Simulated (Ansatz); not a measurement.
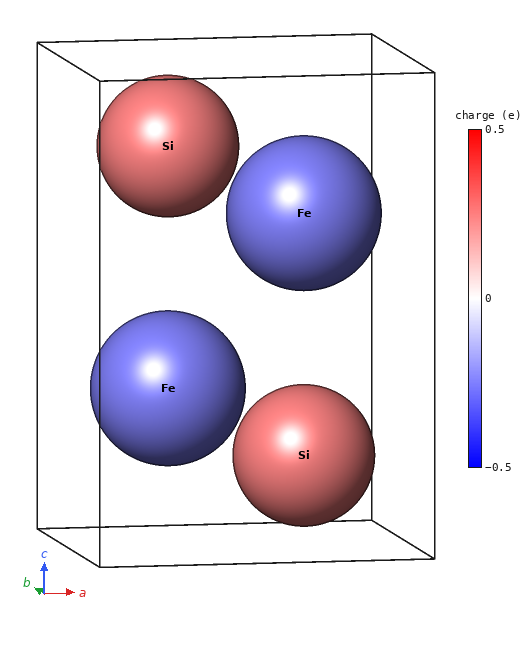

Crystal structure, spheres-only style, seen slightly off an axis. The parallelepiped is the simulation cell. The atoms of this FeSi cell are coloured by their Bader charge.

The calculation used DFT, PAW plane waves, r2SCAN in Ansatz, with plane waves up to 500 eV, the zone sampled with 10×11×7 points, Fermi-Dirac smearing of 0.1 eV, no spin polarisation (a spin-restricted run, not always the ground state).

Question: Summarise the charge transfer.

Answer: Most positive: Si; most negative: Fe. Charges: about Fe -0.2 e; Si +0.2 e. Little charge moves, as in a metallic or covalent solid.

What is drawn is a generated cell, made by putting these elements into a known structure type (the compound may or may not exist in this form); it hasn't been relaxed. It went into a calculation with Ansatz.

At this level of theory the cell isn't at rest (stretched, at -7 GPa and forces up to 0.9 eV/Å), so its distances can differ from those at equilibrium, the more so the softer the solid.
